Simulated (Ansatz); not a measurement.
# GaAs (slab): what the fields show

Input

```
crystal:
  lattice:
    - [8.1252007246, 0.0, 0.0]
    - [-4.0626003623, 7.0366302384, 0.0]
    - [0.0, 0.0, 20.1463741319]
  atoms:
    - { symbol: As, position: [0.5, 0.0, 0.3970937871] }
    - { symbol: As, position: [0.5, 0.5, 0.3970937871] }
    - { symbol: As, position: [0.0, 0.0, 0.3970937871] }
    - { symbol: As, position: [0.0, 0.5, 0.3970937871] }
    - { symbol: Ga, position: [0.1666666667, 0.8333333333, 0.4382562722] }
    - { symbol: Ga, position: [0.1666666667, 0.3333333333, 0.4382562722] }
    - { symbol: Ga, position: [0.6666666667, 0.8333333333, 0.4382562722] }
    - { symbol: Ga, position: [0.6666666667, 0.3333333333, 0.4382562722] }
    - { symbol: As, position: [0.6666666667, 0.8333333333, 0.5617437278] }
    - { symbol: As, position: [0.6666666667, 0.3333333333, 0.5617437278] }
    - { symbol: As, position: [0.1666666667, 0.8333333333, 0.5617437278] }
    - { symbol: As, position: [0.1666666667, 0.3333333333, 0.5617437278] }
    - { symbol: Ga, position: [0.3333333333, 0.6666666667, 0.6029062129] }
    - { symbol: Ga, position: [0.3333333333, 0.1666666667, 0.6029062129] }
    - { symbol: Ga, position: [0.8333333333, 0.6666666667, 0.6029062129] }
    - { symbol: Ga, position: [0.8333333333, 0.1666666667, 0.6029062129] }
basis:
  ecutwfc: 420
kpoints:
  mp_grid: { grid: [2, 2, 1] }
hamiltonian:
  xc: pbe
scf:
  occupations: { method: gaussian, width: 0.05 }
output:
  forces: true
  eigenvalues: true
  write_density: true
  write_potential: true
  elf: true
  volumetric_format: npy
relax:
  adjacent_minimum: "off"
  f_tol: 0.03
  max_steps: 70
  constraints: [{ sites: [0, 1, 2, 3, 4, 5, 6, 7] }]
efield:
  axis: 3
  dipole_correction: true
  ramp_width: 0.04
```

Launched as:

```sh
ansatz run input.yaml --threads 4 --pin off --max-ram 12288MiB --backend cpu --events-out ev --progress --plain --runs-dir out
```

The fields are those of the relaxed geometry.

Level of theory: DFT PBE, scalar-relativistic, plane waves, PAW in Ansatz.

The density is the valence pseudo-density of a PAW calculation; it isn't the true density close to the nuclei.

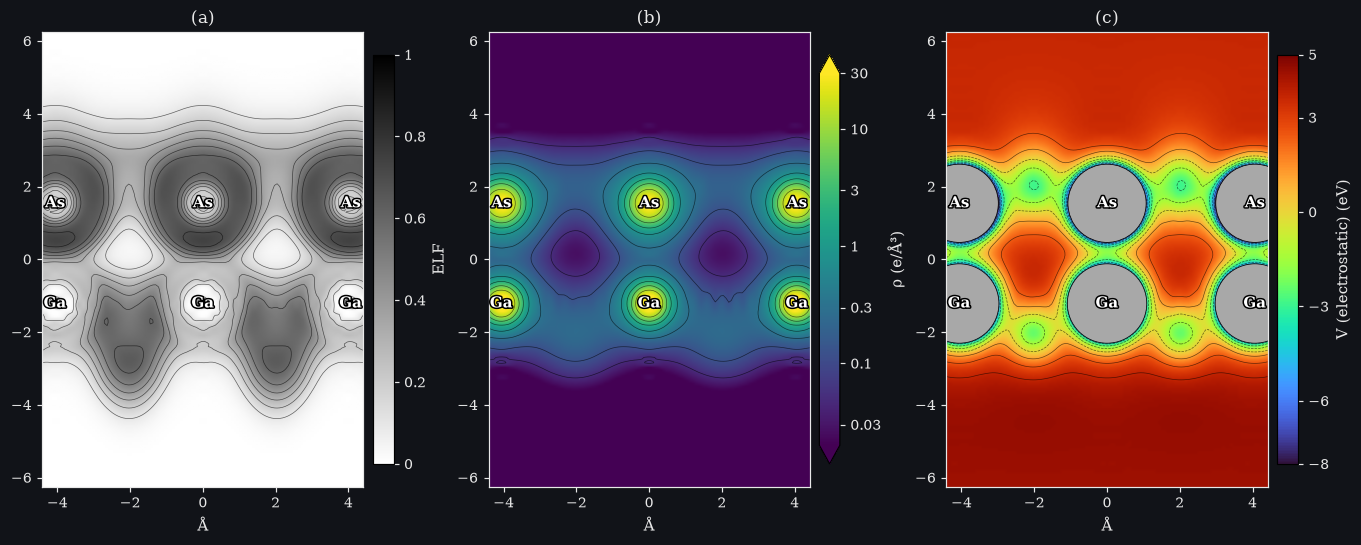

Figure 1. (a) electron localisation function; (b) valence pseudo-density; (c) electrostatic potential (local pseudopotential plus Hartree) felt by an electron on the (010) plane of the calculation cell, a cut from vacuum to vacuum. Grey discs cover the atomic cores in the potential map.

**Read the bonding off the picture.**

Atoms in the plane: Ga and As. Ga–As (2.75 Å): ρ is about 0.31 e/Å³ halfway, with its minimum of 0.23 e/Å³ about 1.2 Å from Ga; the ELF is about 0.55 at the midpoint. The density dies away to nearly zero in the vacuum. The features right at Ga lie inside the PAW spheres, where the map follows smoothed inner orbitals and isn't to be read closely.

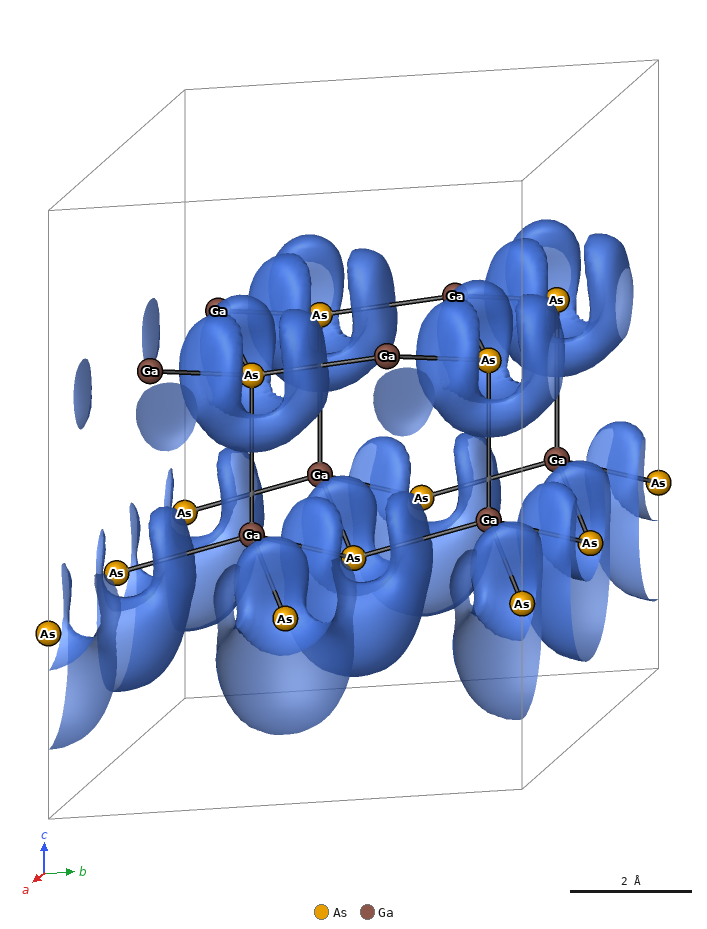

Figure 2. Isosurface of the electron localisation function at 0.65 (blue), seen slightly off an axis. Only the valence region is drawn (cores and ρ < 0.01 e/Å³ removed). Sticks mark near contacts.

**Where are the electrons localised?**

The surface consists of eight regions on As in which the atom's valence shell and bonds are merged, counted in one cell of 16 atoms. Counts are for one cell; the picture repeats the cell along the surface.


Ga–As (2.40 Å): the ELF peaks at about 0.75 between the atoms. Ga–As (2.49 Å): the ELF is about 0.70 at the midpoint.

**Does the calculation give a band gap?**

It is gapless in this calculation (a metal or semimetal).
